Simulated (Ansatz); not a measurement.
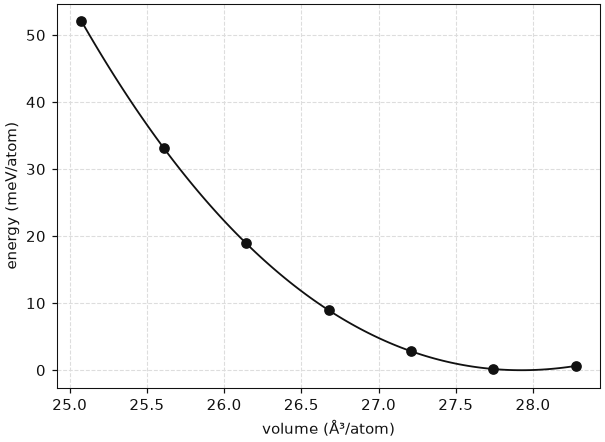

The plot gives the computed energy against volume for SnSe, space group Pnma (No. 62).

Starting cell:
```cif
data_structure
_symmetry_space_group_name_H-M 'P 1'
_symmetry_Int_Tables_number 1
_cell_length_a 11.4200
_cell_length_b 4.1900
_cell_length_c 4.4600
_cell_angle_alpha 90.000
_cell_angle_beta 90.000
_cell_angle_gamma 90.000
_cell_volume 213.41
loop_
_atom_site_label
_atom_site_type_symbol
_atom_site_fract_x
_atom_site_fract_y
_atom_site_fract_z
_atom_site_occupancy
Sn1 Sn 0.87700 0.75000 0.90900 1
Sn2 Sn 0.62300 0.25000 0.40900 1
Sn3 Sn 0.37700 0.75000 0.59100 1
Sn4 Sn 0.12300 0.25000 0.09100 1
Se1 Se 0.64300 0.75000 0.98400 1
Se2 Se 0.85700 0.25000 0.48400 1
Se3 Se 0.14300 0.75000 0.51600 1
Se4 Se 0.35700 0.25000 0.01600 1
```

Computed with Ansatz 0.2.0: plane-wave DFT, no spin polarisation; energies at scaled volumes of the given cell, shape and fractions fixed, counted from the fit's minimum, third-order Birch-Murnaghan fit. Level: PBE.

| setting | value |
| --- | --- |
| k mesh | 3×6×6 |
| occupations | Fermi–Dirac |
| smearing width | 0.05 eV |
| potentials | Ansatz PAW small core |
| wave cutoff | 420 eV |
| density cutoff | 1680 eV |

From this curve and the settings, what does the calculation give for the pressure at the same points?

The pressure falls from 6.44 GPa at volume 25.08 Å³/atom to −0.58 GPa at 28.28 Å³/atom, and changes sign near 27.93 Å³/atom.

```json
{"volume (Å³/atom)": "25.08", "pressure (GPa)": "6.44"}
{"volume (Å³/atom)": "25.61", "pressure (GPa)": "4.95"}
{"volume (Å³/atom)": "26.14", "pressure (GPa)": "3.61"}
{"volume (Å³/atom)": "26.68", "pressure (GPa)": "2.39"}
{"volume (Å³/atom)": "27.21", "pressure (GPa)": "1.30"}
{"volume (Å³/atom)": "27.74", "pressure (GPa)": "0.31"}
{"volume (Å³/atom)": "28.28", "pressure (GPa)": "-0.58"}
```

Caveats: shape and atomic fractions are frozen while scaling, which makes layered, chain and framework solids too stiff.
